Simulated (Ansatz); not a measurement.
**Ti: geometry relaxation**

The run: geometry relaxation of Ti (R-3m, 3 atoms in the cell). Method and program: DFT r2SCAN, scalar-relativistic, plane waves, PAW, no spin polarisation (Ansatz 0.2.0).

The structure was built on a prototype by a generator; it need not be a known phase. It belongs to a series of runs on one base structure; here: stacking ABC.

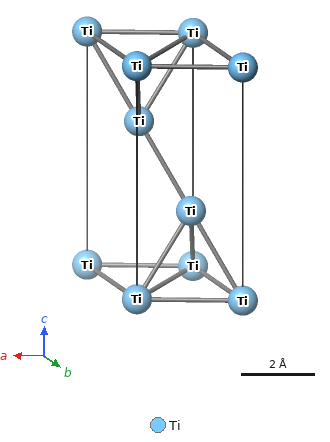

**Figure 1.** The structure as given in the input (ball-and-stick view of the cell of the calculation, seen at an oblique angle).

Key numbers

| quantity | value |
| --- | --- |
| outcome | converged |
| space group (tolerance 0.01 Å) | R-3m (166) → Fm-3m (225) |
| electrons treated | 36 |
| free energy | −7512.9075 eV |
| Fermi energy | 13.252 eV |
| gap on the k-point mesh | none (metallic) |
| pressure | 0.00 GPa |
| final volume | 52.08 Å³ |
| largest force (length of the vector) at the end | under 0.001 eV/Å |
| final cell | a = 2.905 Å, b = 2.905 Å, c = 7.124 Å, α = 90.00°, β = 90.00°, γ = 120.00° |
| hardware | 1 thread of Intel Xeon (Granite Rapids), 64 GiB of memory available, shared host |
| wall time | 65 s |
| peak memory | 0.74 GiB |

Input file
```yaml
crystal:
  lattice:
    - [2.9358214175, 0.0, 0.0]
    - [-1.4679107088, 2.5424959285, 0.0]
    - [0.0, 0.0, 6.9550936877]
  atoms:
    - { symbol: Ti, position: [0.0, 0.0, 0.0] }
    - { symbol: Ti, position: [0.3333333333, 0.6666666667, 0.3333333333] }
    - { symbol: Ti, position: [0.6666666667, 0.3333333333, 0.6666666667] }
basis:
  ecutwfc: 500
kpoints:
  mp_grid: { grid: [18, 18, 7] }
hamiltonian:
  xc: r2scan
scf:
  occupations: { method: gaussian, width: 0.1 }
output:
  forces: true
  stress: true
  eigenvalues: true
  populations: true
relax:
  adjacent_minimum: "off"
  f_tol: 0.01
  max_steps: 45
  cell: { stress_tol: 0.05 }
```

Launched with:
```bash
ansatz run input.yaml --threads 1 --pin off --max-ram 2560MiB --backend cpu --events-out ev --progress --plain --runs-dir out
```

Log
```
Engine: ansatz 0.2.0, x86_64-unknown-linux-gnu
Pseudopotentials: kind: paw
Pseudopotential: Ti, paw, valence charge 12, recommended cutoff 500 eV (meta_gga), Ti.paw.azcp
Functional definition: r2SCAN
  parameter k0 = 0.174
  parameter k1 = 0.065
  parameter a1 = 4.9479
  exchange = r2scan_x(k0 = k0, k1 = k1, a1 = a1)
  correlation = r2scan_c
Crystal: 3 atoms, lattice volume = 51.915 Å³
Basis set: ecut = 500 eV, 1321 PW (Γ), exchange–correlation on 96×96×216 points (64 copies of the dense FFT grid, shifted against one another)
Bands: 22, of which v1, the nominal top of the filled ones, is band 18 counted from 1 (17 counted from 0)
Symmetry: 36 space group operations
Space group: R-3m (ITA 166), of the structure as read, at distance tolerance 3.7e-5 Å
k-points: 229 of 2268
Non-local potential: Ti, projectors of the file, l = 0: 3, l = 1: 2, l = 2: 3, l = 3: 1
PAW form: soft (Blöchl's): semilocal exchange-correlation on the pseudo side does not see the compensation charge
PAW frozen core: Ti, regenerated for the run's functional (the file was generated under x = pbe(κ = 0.804, μ = 0.2195149727645171), c = pbe(β = 0.06672455060314922))
PAW one-centre angular grid: Ti, 590 points (default); XC on 160 Gauss nodes
Initial density: superposition of atomic densities (neutral atoms: chi_scale 0, normalization atom), corrected by the library's trained network
Initial wavefunctions: pseudopotential atomic-orbital guess
Functional: x = r2scan, c = r2scan; τ floored in thin density (d = 2e-4 eV/Å³)
SCF iter   1: F=—  HF=-7512.836342 eV  |F-HF|=—  |Δ(HF+E_count)|=         —  Δρ=1.56e-2  dr2=1.17e-1  dr2_τ=2.44e-2  ethr=1.77e-3  ⟨swp⟩=4.0  Hψ=17282  notcnv=0
preconditioner: auto → Kerker (q_TF=auto, 2.567 Å⁻¹)  [metal: Δε(μ)=0.005 eV  Ē_g=2.655 eV  σ=0.100 eV  W_gap=0.03  n_scr=10 (ndim 8)  ℏωp=17.9 eV  f_vac=0.000  D(μ)=4.62/eV (n_scr^D=50)]
SCF iter   2: F=—  HF=-7512.890707 eV  |F-HF|=—  |Δ(HF+E_count)|=   5.44e-2  Δρ=4.88e-3  dr2=1.24e-2  dr2_τ=1.14e-3  ethr=3.25e-4  ⟨swp⟩=2.0  Hψ=10554  notcnv=0  defer=19
SCF iter   3: F=—  HF=-7512.890278 eV  |F-HF|=—  |Δ(HF+E_count)|=   4.29e-4  Δρ=1.77e-3  dr2=1.13e-3  dr2_τ=1.69e-4  ethr=3.46e-5  ⟨swp⟩=2.5  Hψ=7465  notcnv=0  defer=19
SCF iter   4: F=—  HF=-7512.891333 eV  |F-HF|=—  |Δ(HF+E_count)|=   1.06e-3  Δρ=3.81e-4  dr2=5.08e-5  dr2_τ=1.81e-6  ethr=3.15e-6  ⟨swp⟩=2.0  Hψ=8029  notcnv=0  defer=19
SCF iter   5: F=—  HF=-7512.891348 eV  |F-HF|=—  |Δ(HF+E_count)|=   1.51e-5  Δρ=4.68e-5  dr2=8.25e-7  dr2_τ=5.50e-8  ethr=1.41e-7  ⟨swp⟩=3.0  Hψ=9363  notcnv=0  defer=19
SCF iter   6: F=-7512.891349 eV  HF=-7512.891349 eV  |F-HF|=8.38e-9  |Δ(HF+E_count)|=   9.53e-7  Δρ=1.27e-5  dr2=7.01e-8  dr2_τ=1.89e-9  ethr=2.78e-10  ⟨swp⟩=5.4  Hψ=19715  notcnv=0
SCF 1 converged in 6 iterations: F = -7512.891349 eV  dr2 = 7.01e-8
  greatest PAW one-centre occupation: 1.000 electrons in one spin orbital (limit 2), on the Ti atom at site 2 (counted from 0), in its partial waves of l = 1
relax step   1: F+E_penalty+E_count = -7512.89134875 eV  Δ(F+E_penalty+E_count) = +0.000e0 eV  max|allowed force component| = 9.127e-28 eV/Å  Δτ_max = 0.0000 Å  P = +0.371 GPa  Ω = 51.915 Å³  (6 SCF iters, dr2 threshold 1.00e-7 eV, accepted)
Crystal: 3 atoms, lattice volume = 52.039 Å³
Basis set: ecut = 500 eV, 1299 PW (Γ), exchange–correlation on 96×96×216 points (64 copies of the dense FFT grid, shifted against one another)
Initial density: handed on by an earlier stage of this run
Initial wavefunctions: those handed on with the density
iter 1 solved again at ethr=1.48e-5 eV; its pass at ethr=3.10e-3 eV (dr2=5.31e-3 eV) is discarded
SCF iter   1: F=—  HF=-7512.866993 eV  |F-HF|=—  |Δ(HF+E_count)|=         —  Δρ=3.61e-3  dr2=5.60e-3  dr2_τ=3.22e-2  ethr=1.48e-5  ⟨swp⟩=1.3  Hψ=29744  notcnv=0
preconditioner: auto → Kerker (q_TF=auto, 2.566 Å⁻¹)  [metal: Δε(μ)=0.006 eV  Ē_g=2.569 eV  σ=0.100 eV  W_gap=0.03  n_scr=10 (ndim 8)  ℏωp=17.8 eV  f_vac=0.000  D(μ)=4.59/eV (n_scr^D=50)]
SCF iter   2: F=—  HF=-7512.906307 eV  |F-HF|=—  |Δ(HF+E_count)|=   3.93e-2  Δρ=8.36e-4  dr2=7.53e-5  dr2_τ=1.61e-4  ethr=1.48e-5  ⟨swp⟩=2.0  Hψ=9177  notcnv=0
SCF iter   3: F=—  HF=-7512.906470 eV  |F-HF|=—  |Δ(HF+E_count)|=   1.63e-4  Δρ=4.79e-4  dr2=2.62e-5  dr2_τ=4.93e-6  ethr=2.09e-7  ⟨swp⟩=3.0  Hψ=9533  notcnv=0
SCF iter   4: F=—  HF=-7512.906529 eV  |F-HF|=—  |Δ(HF+E_count)|=   5.91e-5  Δρ=4.59e-5  dr2=5.33e-7  dr2_τ=9.84e-8  ethr=7.28e-8  ⟨swp⟩=2.0  Hψ=8513  notcnv=0
SCF iter   5: F=-7512.906530 eV  HF=-7512.906529 eV  |F-HF|=7.95e-8  |Δ(HF+E_count)|=   6.23e-7  Δρ=1.97e-5  dr2=9.83e-8  dr2_τ=5.89e-9  ethr=8.33e-10  ⟨swp⟩=5.7  Hψ=20946  notcnv=0
SCF 2 converged in 5 iterations: F = -7512.906530 eV  dr2 = 9.83e-8
relax step   2: F+E_penalty+E_count = -7512.90652953 eV  Δ(F+E_penalty+E_count) = -1.518e-2 eV  max|allowed force component| = 3.580e-27 eV/Å  Δτ_max = 0.0000 Å  P = +0.082 GPa  Ω = 52.039 Å³  energy of the carried Pulay correction = -3.124e-5 eV  (5 SCF iters, dr2 threshold 3.00e-7 eV, accepted)
Crystal: 3 atoms, lattice volume = 52.131 Å³
Basis set: ecut = 500 eV, 1333 PW (Γ), exchange–correlation on 96×96×216 points (64 copies of the dense FFT grid, shifted against one another)
iter 1 solved again at ethr=6.97e-7 eV; its pass at ethr=3.10e-3 eV (dr2=2.51e-4 eV) is discarded
SCF iter   1: F=—  HF=-7512.905685 eV  |F-HF|=—  |Δ(HF+E_count)|=         —  Δρ=7.39e-4  dr2=2.43e-4  dr2_τ=1.24e-3  ethr=6.97e-7  ⟨swp⟩=2.1  Hψ=31344  notcnv=0
preconditioner: auto → Kerker (q_TF=auto, 2.565 Å⁻¹)  [metal: Δε(μ)=0.009 eV  Ē_g=2.565 eV  σ=0.100 eV  W_gap=0.05  n_scr=10 (ndim 8)  ℏωp=17.8 eV  f_vac=0.000  D(μ)=4.72/eV (n_scr^D=50)]
SCF iter   2: F=—  HF=-7512.907300 eV  |F-HF|=—  |Δ(HF+E_count)|=   1.61e-3  Δρ=1.59e-4  dr2=3.43e-6  dr2_τ=6.35e-6  ethr=6.75e-7  ⟨swp⟩=2.0  Hψ=9088  notcnv=0
SCF iter   3: F=—  HF=-7512.907306 eV  |F-HF|=—  |Δ(HF+E_count)|=   6.29e-6  Δρ=8.92e-5  dr2=1.26e-6  dr2_τ=1.45e-7  ethr=8.33e-10  ⟨swp⟩=6.2  Hψ=20974  notcnv=0
SCF iter   4: F=-7512.907308 eV  HF=-7512.907308 eV  |F-HF|=1.01e-8  |Δ(HF+E_count)|=   1.73e-6  Δρ=8.49e-6  dr2=3.26e-8  dr2_τ=3.16e-9  ethr=8.33e-10  ⟨swp⟩=2.0  Hψ=19321  notcnv=0
the search or the solves at the SCF's close seem to have found levels that the self-consistency loop had missed (the run counts 1). By its estimate they hold under 1e-12 electrons; where the run keeps them, the occupations were computed again with them
SCF 3 converged in 4 iterations: F = -7512.907308 eV  dr2 = 3.26e-8
relax step   3: F+E_penalty+E_count = -7512.90730756 eV  Δ(F+E_penalty+E_count) = -7.780e-4 eV  max|allowed force component| = 8.995e-26 eV/Å  Δτ_max = 0.0000 Å  P = -0.109 GPa  Ω = 52.131 Å³  energy of the carried Pulay correction = -9.029e-5 eV  (4 SCF iters, dr2 threshold 3.00e-7 eV, accepted)
Crystal: 3 atoms, lattice volume = 52.078 Å³
iter 1 solved again at ethr=4.72e-10 eV; its pass at ethr=3.10e-3 eV (dr2=1.70e-7 eV) is discarded
SCF iter   1: F=—  HF=-7512.907307 eV  |F-HF|=—  |Δ(HF+E_count)|=         —  Δρ=3.57e-5  dr2=4.60e-7  dr2_τ=2.40e-5  ethr=4.72e-10  ⟨swp⟩=3.6  Hψ=31353  notcnv=0
preconditioner: auto → Kerker (q_TF=auto, 2.565 Å⁻¹)  [metal: Δε(μ)=0.009 eV  Ē_g=2.568 eV  σ=0.100 eV  W_gap=0.05  n_scr=10 (ndim 8)  ℏωp=17.8 eV  f_vac=0.000  D(μ)=4.70/eV (n_scr^D=50)]
SCF iter   2: F=—  HF=-7512.907355 eV  |F-HF|=—  |Δ(HF+E_count)|=   4.81e-5  Δρ=1.86e-5  dr2=8.80e-8  dr2_τ=1.55e-8  ethr=4.72e-10  ⟨swp⟩=3.3  Hψ=10984  notcnv=0
SCF iter   3: F=-7512.907355 eV  HF=-7512.907355 eV  |F-HF|=4.67e-8  |Δ(HF+E_count)|=   1.02e-7  Δρ=1.13e-5  dr2=3.44e-8  dr2_τ=3.88e-9  ethr=9.81e-11  ⟨swp⟩=4.9  Hψ=19062  notcnv=0
SCF 4 converged in 3 iterations: F = -7512.907355 eV  dr2 = 3.44e-8
relax step   4: F+E_penalty+E_count = -7512.90735549 eV  Δ(F+E_penalty+E_count) = -4.793e-5 eV  max|allowed force component| = 3.204e-27 eV/Å  Δτ_max = 0.0000 Å  P = +0.004 GPa  Ω = 52.078 Å³  energy of the carried Pulay correction = -6.057e-5 eV  (3 SCF iters, dr2 threshold 3.53e-8 eV, accepted)
Initial wavefunctions: pseudopotential atomic-orbital guess (no wavefunctions were taken with the density)
iter 1 solved again at ethr=2.17e-8 eV; its pass at ethr=3.10e-3 eV (dr2=7.81e-6 eV) is discarded
SCF iter   1: F=—  HF=-7512.907466 eV  |F-HF|=—  |Δ(HF+E_count)|=         —  Δρ=9.54e-5  dr2=3.66e-7  dr2_τ=2.80e-6  ethr=2.17e-8  ⟨swp⟩=3.0  Hψ=30553  notcnv=0
preconditioner: auto → Kerker (q_TF=auto, 2.565 Å⁻¹)  [metal: Δε(μ)=0.010 eV  Ē_g=2.568 eV  σ=0.100 eV  W_gap=0.05  n_scr=10 (ndim 8)  ℏωp=17.8 eV  f_vac=0.000  D(μ)=4.70/eV (n_scr^D=50)]
SCF iter   2: F=—  HF=-7512.907470 eV  |F-HF|=—  |Δ(HF+E_count)|=   3.69e-6  Δρ=4.86e-5  dr2=9.53e-8  dr2_τ=3.02e-7  ethr=1.02e-9  ⟨swp⟩=2.8  Hψ=9329  notcnv=0
SCF iter   3: F=—  HF=-7512.907471 eV  |F-HF|=—  |Δ(HF+E_count)|=   1.25e-6  Δρ=5.74e-6  dr2=3.84e-9  dr2_τ=4.15e-9  ethr=2.65e-10  ⟨swp⟩=2.1  Hψ=8415  notcnv=0
SCF iter   4: F=—  HF=-7512.907471 eV  |F-HF|=—  |Δ(HF+E_count)|=   1.52e-8  Δρ=1.32e-6  dr2=4.84e-10  dr2_τ=5.69e-11  ethr=1.07e-11  ⟨swp⟩=2.1  Hψ=8616  notcnv=0
SCF iter   5: F=-7512.907471 eV  HF=-7512.907471 eV  |F-HF|=0.00e0  |Δ(HF+E_count)|=  3.22e-10  Δρ=1.69e-7  dr2=1.19e-11  dr2_τ=2.26e-12  ethr=1.00e-12  ⟨swp⟩=3.9  Hψ=22609  notcnv=0
SCF 5 converged in 5 iterations: F = -7512.907471 eV  dr2 = 1.19e-11
relax step   5: F+E_penalty+E_count = -7512.90747139 eV  Δ(F+E_penalty+E_count) = -1.159e-4 eV  max|allowed force component| = 2.010e-29 eV/Å  Δτ_max = 0.0000 Å  P = +0.004 GPa  Ω = 52.078 Å³  stress off target by 1.46e-2 GPa  SCF on the basis re-selected at this cell (its energy is not comparable with the rows above)  (5 SCF iters)
```

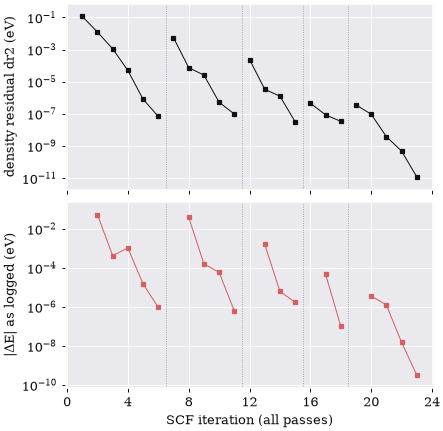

**Figure 2.** Convergence of the self-consistent field: density residual dr2 and size of the energy change against the SCF iteration. The dotted lines part the SCF passes of the relaxation: geometry steps, rejected trials and re-solves on a re-selected basis. The 5 passes take 3 to 6 iterations each, 23 in all.

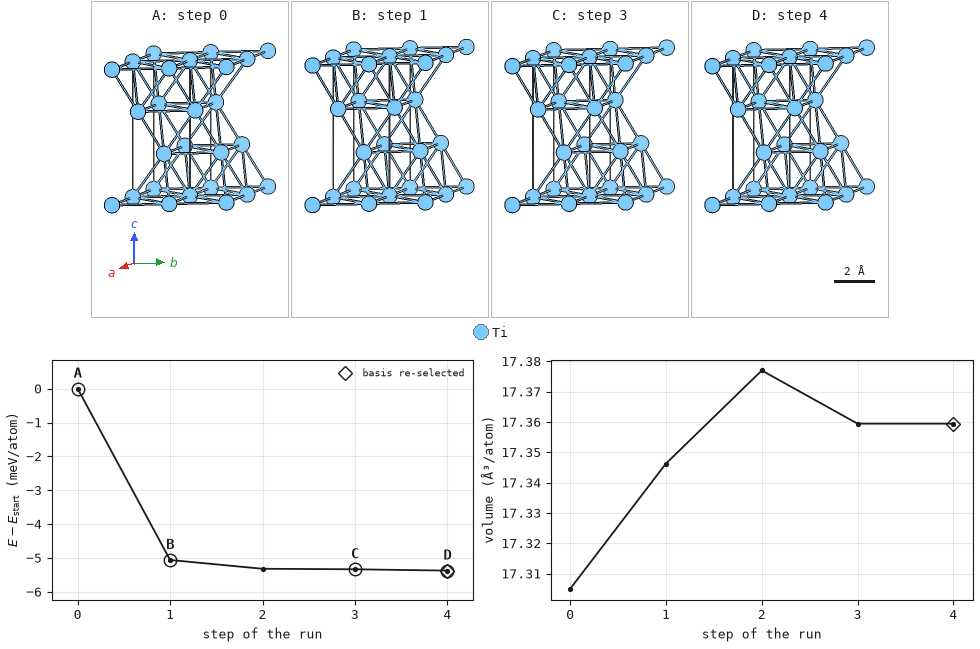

**Figure 3.** Frames of the relaxation (ball-and-stick view of the cell of the calculation, repeated 2 × 2 × 1, seen slightly off an axis) above the curves, on which the letters mark them (the first geometry is step 0 here and step 1 in the log).

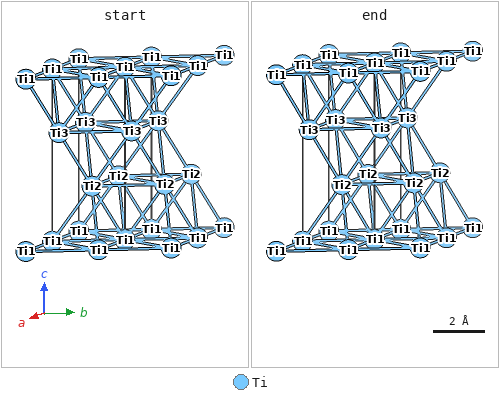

**Figure 4.** Before (left) and after (right) the relaxation, at one scale (ball-and-stick view of the cell of the calculation, repeated 2 × 2 × 1, seen slightly off an axis). No atom moves by more than 0.005 Å relative to the cell. The volume changes by +0.3 %, with a = b 2.936 → 2.905 Å (−1.0 %), c 6.955 → 7.124 Å (+2.4 %). Distances before and after: Ti1–Ti2 2.872 → 2.907 Å, Ti1–Ti1 2.936 → 2.905 Å. The space group (tolerance 0.01 Å) goes from R-3m (No. 166) to Fm-3m (No. 225). Over 3 geometry steps the energy falls by 5.3 meV per atom. All forces vanish by symmetry, so only the cell relaxes. Pressure: 0.37 GPa at the start and 0.00 GPa at the end. A last SCF at the same geometry on a re-selected plane-wave basis shifts the energy by next to nothing (0.0 meV per atom). (Atoms are counted from 1 in the order of the input.)

```
basis re-selected at this cell: Δ(F+E_penalty+E_count) = -1.159e-4 eV, ΔP = +0.000 GPa vs the last step (what re-selecting the basis moved, of the pressure what is left beyond the Pulay correction that the steps carried, after the strain that the cell walked since its last selection, with what the two solves' SCF thresholds leave and, on support functions, any second-order correction that the steps lacked; it is no measure of the basis error at this ecutwfc). This SCF's stress stands 1.46e-2 GPa from its target on what of the cell is left free (relax.cell.stress_tol is 5.00e-2 GPa) and its largest allowed force component is 2.01e-29 eV/Å (relax.f_tol is 1.00e-2 eV/Å): within both
SCF converged after 5 iterations
Free energy (F): -7512.907471 eV
Harris-Foulkes:  -7512.907471 eV  (|F-HF|=0.00e0)
Internal energy: -7512.883967 eV  (E = F + TS)
E sigma→0 (E₀):  -7512.895719 eV
Entropy (-TS):   -0.023504 eV (-7.835 meV/atom)
Fermi energy:    13.252432 eV
--- Per-component energies (eV) ---
  E_band       = -511.312314
  E_kinetic    = 817.357433
  E_local      = -2427.024324  (includes V_loc(G=0)·N_el)
  E_nonlocal   = 21.926061
  E_hartree    = 993.611643
  E_xc         = -278.368214
  E_vxc        = -398.011054  (∫ρ·V_xc dr)
  E_paw        = -3170.129558  (= ΣΔE_a)
  E_vpaw       = -540.236537  (= ΣTr[D̂ρ^β])
  E_aug_tail   = 0.000267  (compensation charges beyond the density's cutoff)
  E_vtau       = 27.452412  (kinetic-family band-sum trace: ∫τ·v_τ [+ j·A + Jᵃ·Aᵃ] dr)
  E_ewald      = -3469.496903
  E_core_change = -0.760371  (= ΣΔE_core)
  E_smearing   = -0.023504  (= −TS)
  E_closure    = -0.000000  (closes the sum)
  Σ components = -7512.907471   (vs F -7512.907471, Δ=0.00e0)
--- Forces (eV/Å), atoms counted from 1 ---
  atom   1  Ti    -0.00000000    -0.00000000     0.00000000
  atom   2  Ti    -0.00000000    -0.00000000     0.00000000
  atom   3  Ti     0.00000000    -0.00000000     0.00000000
  max |Σ_I F_I| component: 6.87e-29 eV/Å
--- Stress (GPa, compression-positive) ---
       -0.000789       0.000000       0.000000
        0.000000      -0.000789      -0.000000
        0.000000      -0.000000       0.014606
  P = ⅓ Tr σ = 0.0043 GPa (0.043 kbar)
--- Band table (eV; the first three rows and the last of 229) ---
  k-point 0: bands = ["-45.8147", "-45.7190", "-45.7190", "-21.1342", "-21.1342", "-20.6721", "-20.6721", "-20.6721", "-20.6721", "-20.6077", "-20.6061", "-20.6061", "6.7558", "9.6655", "9.6655", "13.1942", "13.1942", "14.2424", "14.2531", "14.2531", "14.3996", "14.3996"]
  k-point 1: bands = ["-45.8119", "-45.7369", "-45.7040", "-21.2133", "-21.0390", "-20.6822", "-20.6822", "-20.6599", "-20.6599", "-20.6237", "-20.6080", "-20.6080", "6.8329", "9.0917", "10.1204", "13.2395", "13.2936", "14.1922", "14.2809", "14.2809", "14.3030", "14.3030"]
  k-point 2: bands = ["-45.8037", "-45.7559", "-45.6932", "-21.2699", "-20.9361", "-20.6895", "-20.6895", "-20.6703", "-20.6469", "-20.6469", "-20.6138", "-20.6138", "7.0603", "8.4832", "10.4041", "13.3956", "13.5003", "14.0512", "14.2275", "14.2275", "14.3567", "14.3567"]
  k-point 228: bands = ["-45.6548", "-45.6548", "-45.6548", "-21.1404", "-21.1404", "-21.1404", "-20.9703", "-20.9703", "-20.9703", "-20.7919", "-20.7919", "-20.7919", "12.0353", "12.0353", "12.0353", "12.1728", "12.1728", "12.1728", "13.1875", "13.1875", "13.1875", "15.4823"]
--- Relaxed structure (4 steps of the walk, 4 accepted, 1 SCFs on fresh bases) ---
  F+E_penalty+E_count = -7512.90747139 eV   max|allowed force component| = 2.010e-29 eV/Å   (the final SCF, on the basis selected at the relaxed cell)
  cell:  # Å, volume = 52.0783 Å³
    - [2.9054408657954593, 2.856877748508279e-11, 1.5086965025336929e-18]
    - [-1.452720432922471, 2.5161855989580375, -7.543482512796976e-19]
    - [3.574170233563883e-18, 3.956752403174079e-32, 7.123646378764103]
  atoms:
    - { symbol: Ti, position: [2.1133709558807784e-36, -2.4548474452546476e-36, 5.1279495204468835e-37] }
    - { symbol: Ti, position: [0.33333333333333326, 0.6666666666666666, 0.33333333333333326] }
    - { symbol: Ti, position: [0.6666666666666665, 0.33333333333333326, 0.6666666666666665] }
--- Löwdin populations: 3 sites ---
  site symbol       q [e]
     0     Ti     11.8354
     1     Ti     11.8354
     2     Ti     11.8354
  spilling = 0.013717 (of n_electrons = 36.000000)
```

Trajectory as extended XYZ (Å, eV, eV/Å), 5 frames, from step=1 to step=5
```
3
Lattice="2.9358 0.0000 0.0000 -1.4679 2.5425 0.0000 0.0000 0.0000 6.9551" Properties=species:S:1:pos:R:3:forces:R:3 step=1 energy=-7512.89135 pressure_GPa=0.37
Ti    0.0000    0.0000    0.0000    0.0000   0.0000   0.0000
Ti    0.0000    1.6950    2.3184    0.0000   0.0000   0.0000
Ti    1.4679    0.8475    4.6367    0.0000   0.0000   0.0000
3
Lattice="2.8972 0.0000 0.0000 -1.4486 2.5091 0.0000 0.0000 0.0000 7.1587" Properties=species:S:1:pos:R:3:forces:R:3 step=2 energy=-7512.90653 pressure_GPa=0.08
Ti    0.0000    0.0000    0.0000    0.0000   0.0000   0.0000
Ti    0.0000    1.6727    2.3862    0.0000   0.0000   0.0000
Ti    1.4486    0.8364    4.7725    0.0000   0.0000   0.0000
3
Lattice="2.9066 0.0000 0.0000 -1.4533 2.5172 0.0000 0.0000 0.0000 7.1250" Properties=species:S:1:pos:R:3:forces:R:3 step=3 energy=-7512.90731 pressure_GPa=-0.11
Ti    0.0000    0.0000    0.0000    0.0000   0.0000   0.0000
Ti    0.0000    1.6781    2.3750    0.0000   0.0000   0.0000
Ti    1.4533    0.8391    4.7500    0.0000   0.0000   0.0000
3
Lattice="2.9054 0.0000 0.0000 -1.4527 2.5162 0.0000 0.0000 0.0000 7.1236" Properties=species:S:1:pos:R:3:forces:R:3 step=4 energy=-7512.90736 pressure_GPa=0.00
Ti    0.0000    0.0000    0.0000    0.0000   0.0000   0.0000
Ti    0.0000    1.6775    2.3745    0.0000   0.0000   0.0000
Ti    1.4527    0.8387    4.7491    0.0000   0.0000   0.0000
3
Lattice="2.9054 0.0000 0.0000 -1.4527 2.5162 0.0000 0.0000 0.0000 7.1236" Properties=species:S:1:pos:R:3:forces:R:3 step=5 energy=-7512.90747 pressure_GPa=0.00
Ti    0.0000    0.0000    0.0000    0.0000   0.0000   0.0000
Ti    0.0000    1.6775    2.3745    0.0000   0.0000   0.0000
Ti    1.4527    0.8387    4.7491    0.0000   0.0000   0.0000
```
